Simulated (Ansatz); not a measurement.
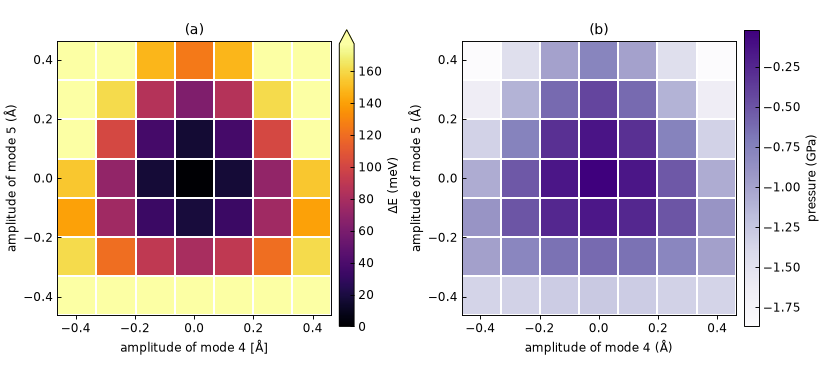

Ti3Al (P-6m2, No. 187; 4 atoms in the cell). The energy is mapped over two normal modes frozen in (zone-centre modes of the 4-atom cell of this scan). Coordinates scanned: (1) amplitude of mode 4 (88 cm⁻¹), largest displacement; (2) amplitude of mode 5 (88 cm⁻¹), largest displacement. Nothing is relaxed (the cell and all other modes fixed). The grid has 7 × 7 points; 28 points were computed and 21 follow by symmetry. Points are written as (first, second). All energies are given in meV per cell relative to the lowest grid point. Theory: DFT LDA, scalar-relativistic, plane waves, PAW (Ansatz 0.2.0). Settings: cutoff 520 eV, k-mesh 15×15×6 in the order of the run's cell vectors, gaussian smearing 0.15 eV, no spin polarisation.

Panel (a) is the energy; panel (b) is the computed pressure, in GPa.

In the figure: one coloured cell a grid point, one colour for all values above the top of the scale.

**How does the pressure vary over the map, and what is it at the lowest grid point?**

It runs from −1.87 GPa at (−0.396 Å, 0.396 Å) to −0.02 GPa at (0.000 Å, 0.000 Å). At the lowest grid point, (0.000 Å, 0.000 Å), it is −0.02 GPa.

PAW datasets: the set soft_1.
